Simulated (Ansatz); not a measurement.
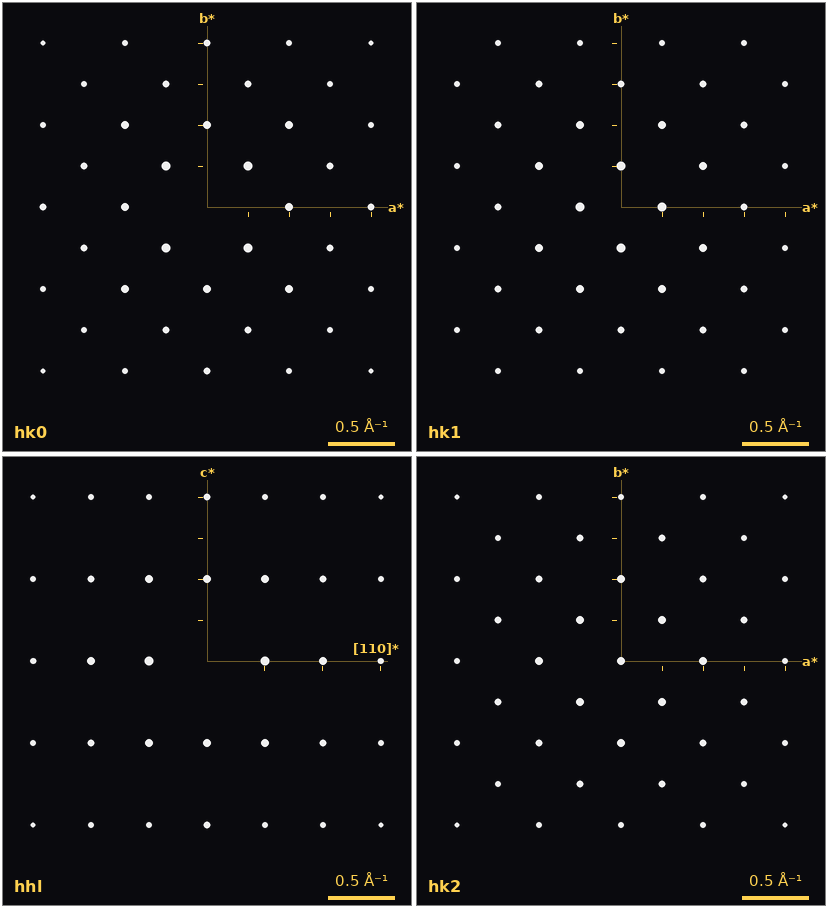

Simulated precession-type sections (X-rays; kinematic intensities, B = 0.5 Å²). The ticks mark integer indices of the conventional cell.

Q: What cell do the layers give?

A: a* = 0.314, b* = 0.314, c* = 0.314 Å⁻¹; the cell is cubic with a = 3.18 Å.

Q: List the systematic absences.

A: Reflections are present only under these conditions. hkl: h + k + l = 2n; hk0: h + k = 2n; hhl: l = 2n; h00: h = 2n. The lattice is body-centred (I).

Q: Which space groups fit?

A: The intensities have Laue symmetry m-3m (the hk0 layer shows 4mm, hk1 shows 4mm). With these conditions the candidates are I432 (No. 211), I-43m (No. 217), Im-3m (No. 229). Diffraction geometry alone does not choose among them; the structure has Im-3m. The compound is W. Structure: coordinates from a relaxation with Ansatz 0.2.0, DFT PBE, scalar-relativistic, plane waves, PAW; the starting structure was generated, so it need not be a known form of this composition.
